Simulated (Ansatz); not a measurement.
# GaO: geometry relaxation (part 2 of 2)

The same run, continued: GaO (P6₃/mmc, 8 atoms in the cell); DFT PBEsol, scalar-relativistic, plane waves, PAW, no spin polarisation (Ansatz 0.2.0); cutoff 420 eV, 6×6×2 k-mesh, Gaussian smearing of 0.1 eV. 

Geometry of the input (Å; fractional positions):
```
3.0740  0.0000  0.0000
-1.5370  2.6622  0.0000
0.0000  0.0000  13.0773
Ga 0.3333  0.6667  0.1770
Ga 0.6667  0.3333  0.6770
Ga 0.3333  0.6667  0.3230
Ga 0.6667  0.3333  0.8230
O  0.3333  0.6667  0.6000
O  0.6667  0.3333  0.1000
O  0.3333  0.6667  0.9000
O  0.6667  0.3333  0.4000
```

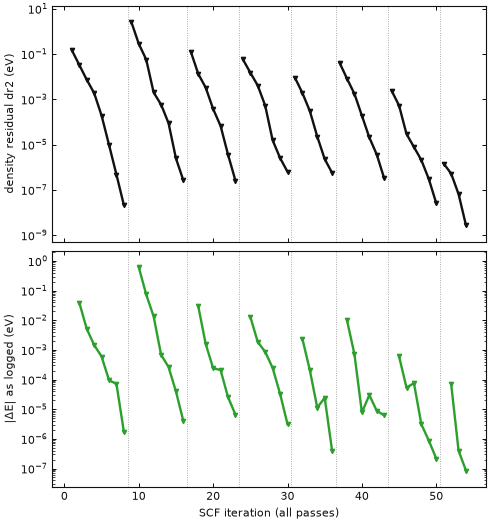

Figure 1. Convergence of the self-consistent field: density residual dr2 and size of the energy change against the SCF iteration. The dotted lines part the SCF passes of the relaxation: geometry steps, rejected trials and re-solves on a re-selected basis. The 8 passes take 4 to 8 iterations each, 54 in all.

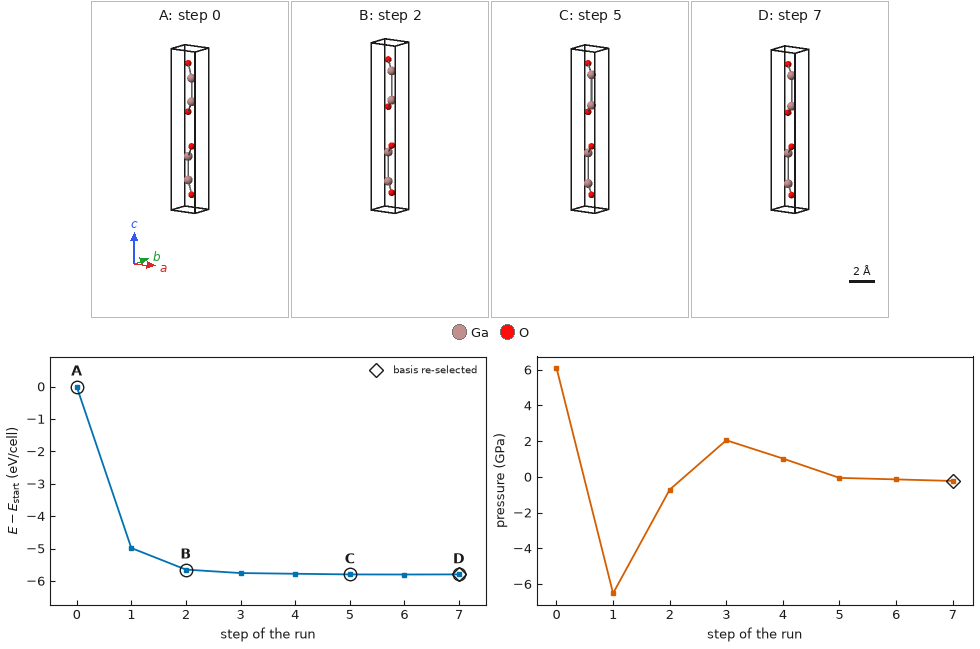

Figure 2. Frames of the relaxation (ball-and-stick view of the cell of the calculation, seen slightly off an axis) above the curves, on which the letters mark them (the first geometry is step 0 here and step 1 in the log).

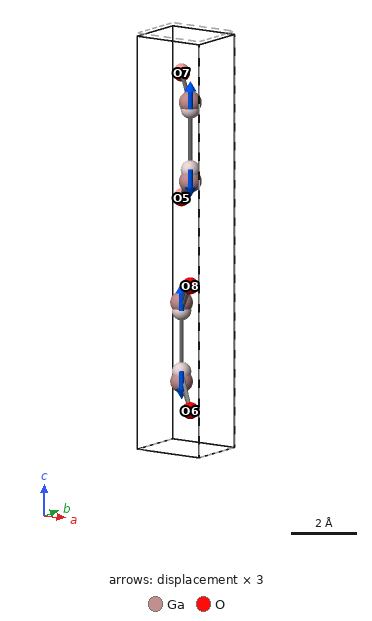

Figure 3. Start (faint) and end (solid) with the displacements (without the part carried along by the change of the cell) as blue arrows, magnified 3 times (ball-and-stick view of the cell of the calculation, seen slightly off an axis). The largest moves relative to the cell, 0.29 Å, are those of Ga1, Ga2, Ga3 and Ga4. Largest moves by element: Ga 0.29 Å, O 0.01 Å. The drawn cell changes as follows: a = b 3.074 → 3.069 Å (−0.2 %), c 13.077 → 12.977 Å (−0.8 %); the volume changes by −1.1 %. Among the contacts that change: Ga1–Ga3 1.909 → 2.480 Å, Ga1–O6 2.041 → 1.913 Å. Among the angles that change: Ga3–O8–Ga3 97.7° → 106.7°, O6–Ga1–O6 97.7° → 106.7°, Ga3–Ga1–O6 119.6° → 112.1°. The space group stays P6_3/mmc (No. 194). After 6 geometry steps the energy has fallen by 5.803 eV per cell of the calculation. The largest force component goes from 13 to 0.022 eV/Å. Pressure: 6.11 GPa at the start and −0.23 GPa at the end. A last SCF at the same geometry on a re-selected plane-wave basis shifts the energy by +3.9 meV per cell of the calculation. (Atoms are counted from 1 in the order of the input.)

```
basis re-selected at this cell: Δ(F+E_penalty+E_count) = +3.921e-3 eV, ΔP = -0.088 GPa vs the last step (what re-selecting the basis moved, of the pressure what is left beyond the Pulay correction that the steps carried, after the strain that the cell walked since its last selection, with what the two solves' SCF thresholds leave and, on support functions, any second-order correction that the steps lacked; it is no measure of the basis error at this ecutwfc). This SCF's stress stands 3.88e-1 GPa from its target on what of the cell is left free (relax.cell.stress_tol is 5.00e-1 GPa) and its largest allowed force component is 2.25e-2 eV/Å (relax.f_tol is 5.00e-2 eV/Å): within both
SCF converged after 4 iterations
Free energy (F): -17217.903337 eV
Harris-Foulkes:  -17217.903337 eV  (|F-HF|=1.02e-10)
Internal energy: -17217.903337 eV  (E = F + TS)
E sigma→0 (E₀):  -17217.903337 eV
Fermi energy:    7.811977 eV
--- Per-component energies (eV) ---
  E_band       = -239.648270
  E_kinetic    = 1160.776704
  E_local      = -9330.635450  (includes V_loc(G=0)·N_el)
  E_nonlocal   = 1911.438741
  E_hartree    = 4216.633126
  E_xc         = -561.897292
  E_vxc        = -602.255710  (∫ρ·V_xc dr)
  E_paw        = -8421.787488  (= ΣΔE_a)
  E_vpaw       = -1812.249296  (= ΣTr[D̂ρ^β])
  E_aug_tail   = 0.009302  (compensation charges beyond the density's cutoff)
  E_ewald      = -6196.034043
  E_core_change = 3.593063  (= ΣΔE_core)
  E_smearing   = -0.000000  (= −TS)
  E_closure    = 0.000000  (closes the sum)
  Σ components = -17217.903337   (vs F -17217.903337, Δ=0.00e0)
--- Forces (eV/Å), atoms counted from 1 ---
  atom   1  Ga    -0.00000000    -0.00000000     0.02247565
  atom   2  Ga     0.00000000     0.00000000     0.02247565
  atom   3  Ga    -0.00000000    -0.00000000    -0.02247565
  atom   4  Ga     0.00000000     0.00000000    -0.02247565
  atom   5  O      0.00000000     0.00000000     0.00060725
  atom   6  O     -0.00000000    -0.00000000     0.00060725
  atom   7  O      0.00000000     0.00000000    -0.00060725
  atom   8  O      0.00000000    -0.00000000    -0.00060725
  max |Σ_I F_I| component: 1.39e-17 eV/Å
--- Stress (GPa, compression-positive) ---
       -0.146110       0.000000       0.000000
       -0.000000      -0.146110       0.000000
        0.000000       0.000000      -0.387595
  P = ⅓ Tr σ = -0.2266 GPa (-2.266 kbar)
--- Band table (eV; the first three rows and the last of 14) ---
  k-point 0: bands = ["-11.8060", "-11.7324", "-11.6077", "-11.5297", "-6.5963", "-6.5963", "-6.5947", "-6.5947", "-6.5561", "-6.5561", "-6.5548", "-6.5548", "-6.4769", "-6.4271", "-6.2957", "-6.2957", "-6.2952", "-6.2952", "-6.1547", "-6.1547", "-6.1538", "-6.1538", "-6.0938", "-6.0231", "0.2114", "0.5170", "3.1855", "4.0929", "4.9825", "4.9825", "5.0231", "5.0231", "5.0759", "5.0759", "5.1157", "5.1157", "5.7951", "7.2182", "8.3682", "9.5124", "11.7369", "11.9959", "16.3031", "16.8096", "17.6070", "17.6070"]
  k-point 1: bands = ["-11.7761", "-11.7761", "-11.5618", "-11.5618", "-6.5955", "-6.5955", "-6.5955", "-6.5955", "-6.5554", "-6.5554", "-6.5554", "-6.5554", "-6.4541", "-6.4541", "-6.2955", "-6.2955", "-6.2955", "-6.2955", "-6.1543", "-6.1543", "-6.1543", "-6.1543", "-6.0564", "-6.0564", "0.3532", "0.3532", "3.5870", "3.5870", "4.9989", "4.9989", "4.9989", "4.9989", "5.1000", "5.1000", "5.1000", "5.1000", "6.4593", "6.4593", "9.0355", "9.0355", "11.8828", "11.8828", "16.5048", "16.5048", "17.6706", "17.6706"]
  k-point 2: bands = ["-11.6373", "-11.5760", "-11.4595", "-11.3953", "-6.5750", "-6.5739", "-6.5406", "-6.5383", "-6.4974", "-6.4964", "-6.4949", "-6.4947", "-6.4186", "-6.3802", "-6.3106", "-6.3012", "-6.2959", "-6.2952", "-6.1943", "-6.1870", "-6.1601", "-6.1588", "-6.0045", "-5.9465", "0.6005", "0.7829", "3.2257", "3.3461", "3.6462", "3.7383", "4.0368", "4.6625", "4.7270", "4.7881", "4.7894", "4.8532", "6.4993", "7.2400", "9.7966", "10.5231", "12.5608", "13.0664", "15.0413", "15.0552", "16.2378", "16.7746"]
  k-point 13: bands = ["-11.0192", "-11.0192", "-10.9968", "-10.9968", "-6.5136", "-6.5136", "-6.4372", "-6.4372", "-6.3854", "-6.3854", "-6.3529", "-6.3529", "-6.3070", "-6.3070", "-6.2662", "-6.2662", "-6.2215", "-6.2215", "-6.0500", "-6.0500", "-5.6045", "-5.6045", "-5.5113", "-5.5113", "0.5457", "0.5457", "1.1012", "1.1012", "1.8373", "1.8373", "2.3099", "2.3099", "4.4385", "4.4385", "4.8597", "4.8597", "7.1441", "7.1441", "10.8126", "10.8126", "12.8035", "12.8035", "13.9673", "13.9673", "15.0637", "15.0637"]
--- Relaxed structure (7 steps of the walk, 7 accepted, 1 SCFs on fresh bases) ---
  F+E_penalty+E_count = -17217.90333666 eV   max|allowed force component| = 2.248e-2 eV/Å   (the final SCF, on the basis selected at the relaxed cell)
  cell:  # Å, volume = 105.8767 Å³
    - [3.069334632647732, -8.313203249951643e-35, 0.0]
    - [-1.534667316323866, 2.658121764588314, 0.0]
    - [0.0, 0.0, 12.977205665622886]
  atoms:
    - { symbol: Ga, position: [0.33333333333333326, 0.6666666666666665, 0.1544505462318302] }
    - { symbol: Ga, position: [0.6666666666666665, 0.33333333333333326, 0.6544505462318302] }
    - { symbol: Ga, position: [0.33333333333333326, 0.6666666666666665, 0.3455494537681698] }
    - { symbol: Ga, position: [0.6666666666666665, 0.33333333333333326, 0.8455494537681697] }
    - { symbol: O, position: [0.33333333333333326, 0.6666666666666665, 0.5988959717410068] }
    - { symbol: O, position: [0.6666666666666665, 0.33333333333333326, 0.09889597174100691] }
    - { symbol: O, position: [0.33333333333333326, 0.6666666666666665, 0.9011040282589932] }
    - { symbol: O, position: [0.6666666666666665, 0.33333333333333326, 0.40110402825899316] }
```

## Trajectory as extended XYZ (Å, eV, eV/Å), 8 frames, from step=1 to step=8
```
8
Lattice="3.0740 0.0000 0.0000 -1.5370 2.6622 0.0000 0.0000 0.0000 13.0773" Properties=species:S:1:pos:R:3:forces:R:3 step=1 energy=-17212.10458 pressure_GPa=6.11
Ga    0.0000    1.7748    2.3147    0.0000   0.0000 -13.1040
Ga    1.5370    0.8874    8.8533    0.0000   0.0000 -13.1040
Ga    0.0000    1.7748    4.2240    0.0000   0.0000  13.1040
Ga    1.5370    0.8874   10.7626    0.0000   0.0000  13.1040
O     0.0000    1.7748    7.8464    0.0000   0.0000   2.8797
O     1.5370    0.8874    1.3077    0.0000   0.0000   2.8797
O     0.0000    1.7748   11.7695    0.0000   0.0000  -2.8797
O     1.5370    0.8874    5.2309    0.0000   0.0000  -2.8797
8
Lattice="3.1659 0.0000 0.0000 -1.5830 2.7418 0.0000 0.0000 0.0000 13.1912" Properties=species:S:1:pos:R:3:forces:R:3 step=2 energy=-17217.08854 pressure_GPa=-6.52
Ga    0.0000    1.8279    2.1659    0.0000   0.0000  -2.8695
Ga    1.5830    0.9139    8.7615    0.0000   0.0000  -2.8695
Ga    0.0000    1.8279    4.4297    0.0000   0.0000   2.8695
Ga    1.5830    0.9139   11.0253    0.0000   0.0000   2.8695
O     0.0000    1.8279    7.9901    0.0000   0.0000   0.9156
O     1.5830    0.9139    1.3945    0.0000   0.0000   0.9156
O     0.0000    1.8279   11.7967    0.0000   0.0000  -0.9156
O     1.5830    0.9139    5.2011    0.0000   0.0000  -0.9156
8
Lattice="3.0866 0.0000 0.0000 -1.5433 2.6731 0.0000 0.0000 0.0000 13.5553" Properties=species:S:1:pos:R:3:forces:R:3 step=3 energy=-17217.75568 pressure_GPa=-0.71
Ga    0.0000    1.7821    2.2049    0.0000   0.0000  -0.9450
Ga    1.5433    0.8910    8.9826    0.0000   0.0000  -0.9450
Ga    0.0000    1.7821    4.5727    0.0000   0.0000   0.9450
Ga    1.5433    0.8910   11.3503    0.0000   0.0000   0.9450
O     0.0000    1.7821    8.2551    0.0000   0.0000   0.0685
O     1.5433    0.8910    1.4775    0.0000   0.0000   0.0685
O     0.0000    1.7821   12.0778    0.0000   0.0000  -0.0685
O     1.5433    0.8910    5.3001    0.0000   0.0000  -0.0685
8
Lattice="3.0438 0.0000 0.0000 -1.5219 2.6360 0.0000 0.0000 0.0000 13.4193" Properties=species:S:1:pos:R:3:forces:R:3 step=4 energy=-17217.86241 pressure_GPa=2.05
Ga    0.0000    1.7573    2.1423    0.0000   0.0000  -0.3189
Ga    1.5219    0.8787    8.8519    0.0000   0.0000  -0.3189
Ga    0.0000    1.7573    4.5674    0.0000   0.0000   0.3189
Ga    1.5219    0.8787   11.2770    0.0000   0.0000   0.3189
O     0.0000    1.7573    8.1158    0.0000   0.0000  -0.0595
O     1.5219    0.8787    1.4061    0.0000   0.0000  -0.0595
O     0.0000    1.7573   12.0132    0.0000   0.0000   0.0595
O     1.5219    0.8787    5.3035    0.0000   0.0000   0.0595
8
Lattice="3.0514 0.0000 0.0000 -1.5257 2.6426 0.0000 0.0000 0.0000 13.3496" Properties=species:S:1:pos:R:3:forces:R:3 step=5 energy=-17217.88431 pressure_GPa=1.03
Ga    0.0000    1.7617    2.1120    0.0000   0.0000  -0.1619
Ga    1.5257    0.8809    8.7868    0.0000   0.0000  -0.1619
Ga    0.0000    1.7617    4.5627    0.0000   0.0000   0.1619
Ga    1.5257    0.8809   11.2375    0.0000   0.0000   0.1619
O     0.0000    1.7617    8.0536    0.0000   0.0000  -0.0245
O     1.5257    0.8809    1.3788    0.0000   0.0000  -0.0245
O     0.0000    1.7617   11.9708    0.0000   0.0000   0.0245
O     1.5257    0.8809    5.2960    0.0000   0.0000   0.0245
8
Lattice="3.0634 0.0000 0.0000 -1.5317 2.6530 0.0000 0.0000 0.0000 13.0644" Properties=species:S:1:pos:R:3:forces:R:3 step=6 energy=-17217.90450 pressure_GPa=-0.05
Ga    0.0000    1.7686    2.0289    0.0000   0.0000  -0.0646
Ga    1.5317    0.8843    8.5611    0.0000   0.0000  -0.0646
Ga    0.0000    1.7686    4.5033    0.0000   0.0000   0.0646
Ga    1.5317    0.8843   11.0355    0.0000   0.0000   0.0646
O     0.0000    1.7686    7.8313    0.0000   0.0000   0.0555
O     1.5317    0.8843    1.2991    0.0000   0.0000   0.0555
O     0.0000    1.7686   11.7653    0.0000   0.0000  -0.0555
O     1.5317    0.8843    5.2331    0.0000   0.0000  -0.0555
8
Lattice="3.0693 0.0000 0.0000 -1.5347 2.6581 0.0000 0.0000 0.0000 12.9772" Properties=species:S:1:pos:R:3:forces:R:3 step=7 energy=-17217.90726 pressure_GPa=-0.14
Ga    0.0000    1.7721    2.0043    0.0000   0.0000   0.0225
Ga    1.5347    0.8860    8.4929    0.0000   0.0000   0.0225
Ga    0.0000    1.7721    4.4843    0.0000   0.0000  -0.0225
Ga    1.5347    0.8860   10.9729    0.0000   0.0000  -0.0225
O     0.0000    1.7721    7.7720    0.0000   0.0000   0.0004
O     1.5347    0.8860    1.2834    0.0000   0.0000   0.0004
O     0.0000    1.7721   11.6938    0.0000   0.0000  -0.0004
O     1.5347    0.8860    5.2052    0.0000   0.0000  -0.0004
8
Lattice="3.0693 0.0000 0.0000 -1.5347 2.6581 0.0000 0.0000 0.0000 12.9772" Properties=species:S:1:pos:R:3:forces:R:3 step=8 energy=-17217.90334 pressure_GPa=-0.23
Ga    0.0000    1.7721    2.0043    0.0000   0.0000   0.0225
Ga    1.5347    0.8860    8.4929    0.0000   0.0000   0.0225
Ga    0.0000    1.7721    4.4843    0.0000   0.0000  -0.0225
Ga    1.5347    0.8860   10.9729    0.0000   0.0000  -0.0225
O     0.0000    1.7721    7.7720    0.0000   0.0000   0.0006
O     1.5347    0.8860    1.2834    0.0000   0.0000   0.0006
O     0.0000    1.7721   11.6938    0.0000   0.0000  -0.0006
O     1.5347    0.8860    5.2052    0.0000   0.0000  -0.0006
```

## Results in brief

```csv
quantity,value
outcome,converged
space group (tolerance 0.01 Å),P6₃/mmc (194)
electrons treated,76
free energy,−17217.9033 eV
Fermi energy,7.812 eV
gap on the k-point mesh,1.13 eV
pressure,−0.23 GPa
final volume,105.88 Å³
largest force (length of the vector) at the end,0.022 eV/Å
final cell,"a = 3.069 Å, b = 3.069 Å, c = 12.977 Å, α = 90.00°, β = 90.00°, γ = 120.00°"
hardware,"4 threads of Intel Xeon @ 2.50GHz (Skylake/Cascade Lake), 189 GiB of memory available, shared host"
wall time,27 s (CPU time 86 s)
peak memory,0.51 GiB
```
